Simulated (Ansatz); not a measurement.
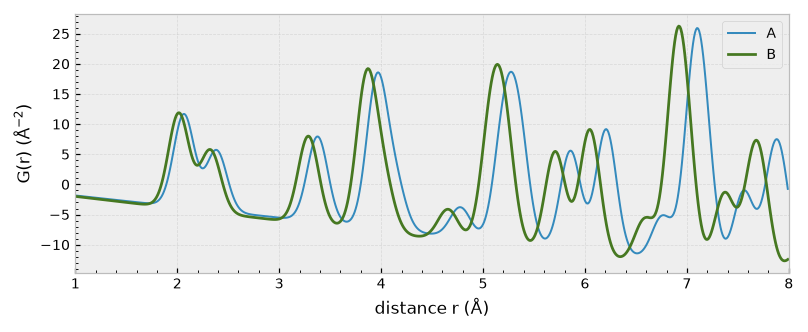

Computed X-ray G(r), with each pair weighted by the product of the atomic numbers (X-ray weights at Q = 0) and a uniform peak width σ = 0.10 Å. There is no Q-range truncation. Both curves are of C in space group Im-3m, for two cells of different size. A: the input geometry of an electronic-structure calculation (not necessarily at equilibrium); the starting structure was generated, so it need not be a known form of this composition; B: the input geometry of an electronic-structure calculation (not necessarily at equilibrium); the starting structure was generated, so it need not be a known form of this composition.

How does the volume of B compare with that of A?

Answer. Cell A is larger: the volume of B is 7.5 % below that of A (6.83 and 6.32 Å³ per atom), a mean linear change of -2.6 %. The shortest distance is 2.070 Å in A and 2.017 Å in B.

Give both cells.

Answer. Cell A: a = 2.390 Å, b = 2.390 Å, c = 2.390 Å, α = 90.00°, β = 90.00°, γ = 90.00°
Cell B: a = 2.329 Å, b = 2.329 Å, c = 2.329 Å, α = 90.00°, β = 90.00°, γ = 90.00°
